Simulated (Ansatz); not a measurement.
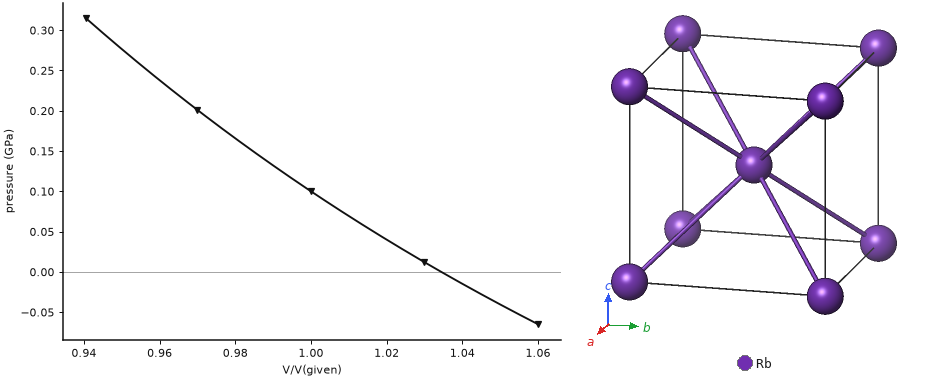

The figure shows the pressure against V/V(given) for Rb, space group Im-3m (No. 229). The conventional cell is drawn beside the plot.

Cell as given: a = 4.860 Å, b = 4.860 Å, c = 4.860 Å, α = 109.47°, β = 109.47°, γ = 109.47°; 1 atom.

Method: periodic Kohn-Sham DFT of a crystal at fixed atoms, scaled to the stated factor times the given cell; pressure positive in compression (Ansatz 0.2.0). Level: PBE.

```
       setting            value
        method  frozen-core PAW
    relativity           scalar
        k mesh            8×8×8
   occupations      Fermi–Dirac
smearing width          0.05 eV
   wave cutoff           420 eV
       PAW set           soft_2
```

V(given) is 88.37 Å³/atom.

Q: What does the pressure do across the range?

A: It falls from 0.315 GPa at V/V(given) 0.941 to −0.065 GPa at 1.060, and changes sign near 1.035.

Q: What does the calculation give for the volume at zero pressure from a fit of the pressures?

A: 91.4 Å³/atom.

Q: What does the calculation give for the bulk modulus from that fit?

A: 2.78 GPa.
